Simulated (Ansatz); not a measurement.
Given this structure:

```cif
data_structure
_symmetry_space_group_name_H-M 'P 1'
_symmetry_Int_Tables_number 1
_cell_length_a 4.5680
_cell_length_b 4.5680
_cell_length_c 2.8246
_cell_angle_alpha 90.000
_cell_angle_beta 90.000
_cell_angle_gamma 120.000
_cell_volume 51.04
loop_
_atom_site_label
_atom_site_type_symbol
_atom_site_fract_x
_atom_site_fract_y
_atom_site_fract_z
_atom_site_occupancy
Ti1 Ti 0.00000 0.00000 0.00000 1
Ti2 Ti 0.33333 0.66667 0.50000 1
Ti3 Ti 0.66667 0.33333 0.50000 1
```

> Before looking at a picture, describe the arrangement of atoms.

The element is titanium. Space group: P6/mmm (No. 191). Lattice: primitive hexagonal. The prototype is ω phase (AlB₂-like). The cell holds three atoms. With all contacts inside bonding distance counted, the coordination numbers are Ti 2 to 5 (mean 4.0). Not all metal-metal contacts are counted.

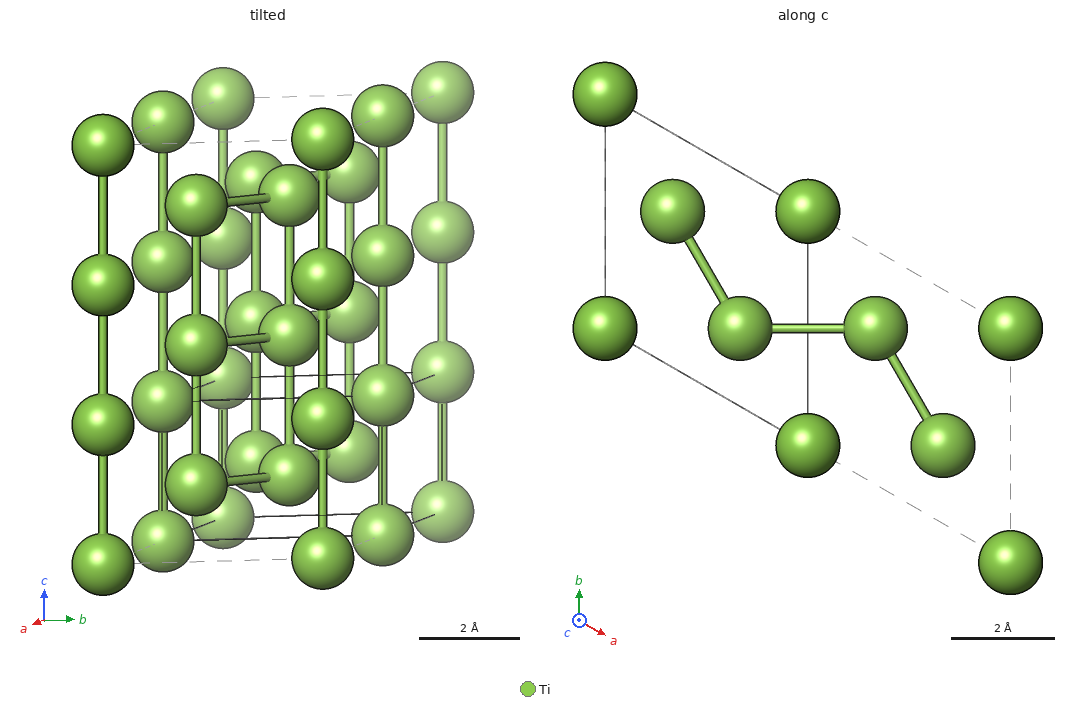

We look at a ball-and-stick model of the crystal slightly off an axis and along the c axis. The solid frame is a single conventional unit cell within a 2×1×3 block.

The structure was taken from a structure listed in the Materials Project. Earlier steps of the study, as a rule a relaxation of our own, may have changed the cell and positions, so they can lie some per cent off the listed ones. Ansatz was used for an electronic-structure calculation on it.
